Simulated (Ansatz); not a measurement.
## Electronic structure of SnSe in real space

```
Sn Se
1.0
     3.02505    0.00000   -3.02505
    -3.02505    3.02505    0.00000
     5.95980    5.95980    5.95980
Sn Se
3 3
Cartesian
  0.0000 0.0000 0.0000
  2.9950 2.9949 -0.0301
  2.9648 5.9899 2.9649
  -0.0151 3.0100 -0.0150
  2.9799 2.9799 2.9799
  5.9749 5.9748 2.9498
```

Space group R-3m; changed on purpose from its base cell (equal xy, yz and zx shear strains of -1 %, PAW files).

Theory: Ansatz, DFT, PBEsol, PAW with Ansatz's default frozen-core files, scalar-relativistic.

In a PAW calculation such maps are meaningful between the atoms, not at the nuclei.

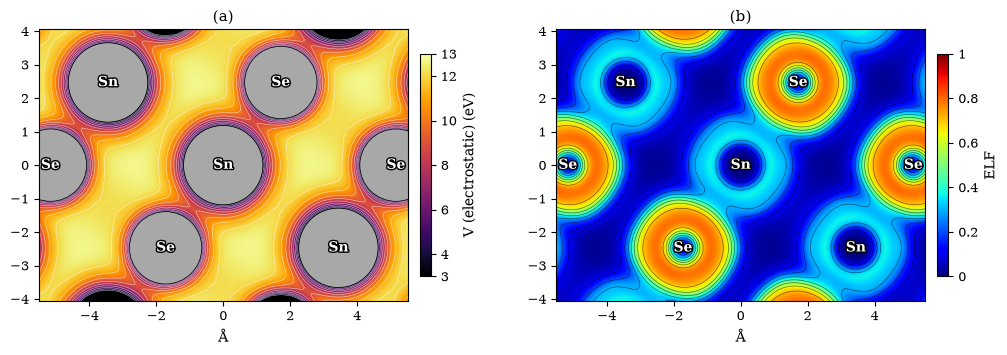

Figure 1. (a) electrostatic potential energy of an electron; (b) electron localisation function on the (110) plane of the conventional cell. Grey discs cover the atomic cores in the potential map.

Interpret the plot.

Answer. The plane passes through Sn and Se nuclei. Sn–Se (3.01 Å): the ELF is about 0.40 at the midpoint. Outside the cores the potential energy rises away from the atoms and is highest about 2.5 Å from the nearest atoms; its zero is arbitrary.

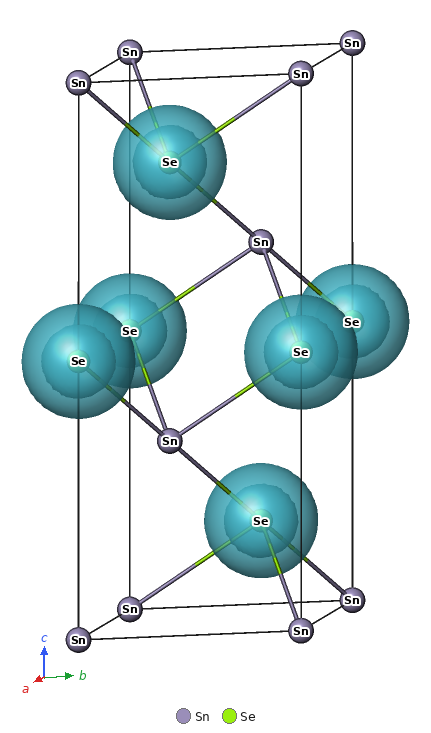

Figure 2. Isosurface of the electron localisation function at 0.75 (cyan), seen slightly off an axis. Core shells and regions of very low density are left out. Sticks mark near contacts.

What do the ELF domains correspond to?

Answer. The surface consists of three regions wrapped around Se (the valence shell of each), counted in one cell of 6 atoms. Any copies at cell faces, edges or corners count once.

Metal or insulator at this level of theory?

Answer. It is gapped, with a Kohn–Sham gap of 0.64 eV on the k-point mesh, an upper bound to the gap of this method.
